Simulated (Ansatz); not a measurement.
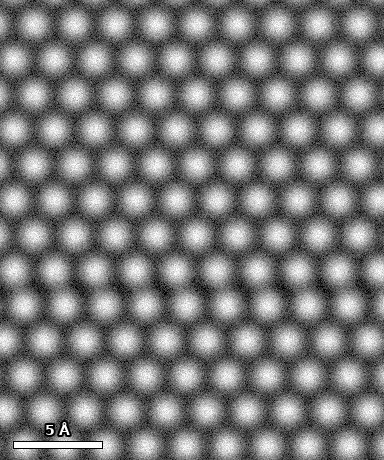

iDPC-like image of Cr (Im-3m, No. 229) along [111]. Simulated as the projected potential of neutral atoms (B = 0.8 Å²) blurred by a 1.18 Å probe, the thin-sample limit of integrated differential phase contrast. The display is stretched by a gamma of 0.65; percentages refer to the linear signal. Shot noise was added.

One planar defect was built into the perfect crystal by geometry alone, without relaxation. Host structure: the end point of a relaxation with Ansatz 0.2.0, DFT PBE, scalar-relativistic, plane waves, PAW; the starting structure was generated, so it need not be a known form of this composition.

### Where does the periodic pattern break, and how?

A planar fault (a stacking fault) runs horizontally about 17 Å below the top edge. The part above it is shifted along the boundary by 1/4 of the 2.33 Å repeat of the rows (0.6 Å to the right, the same as 1.7 Å to the left); both parts keep the same orientation.
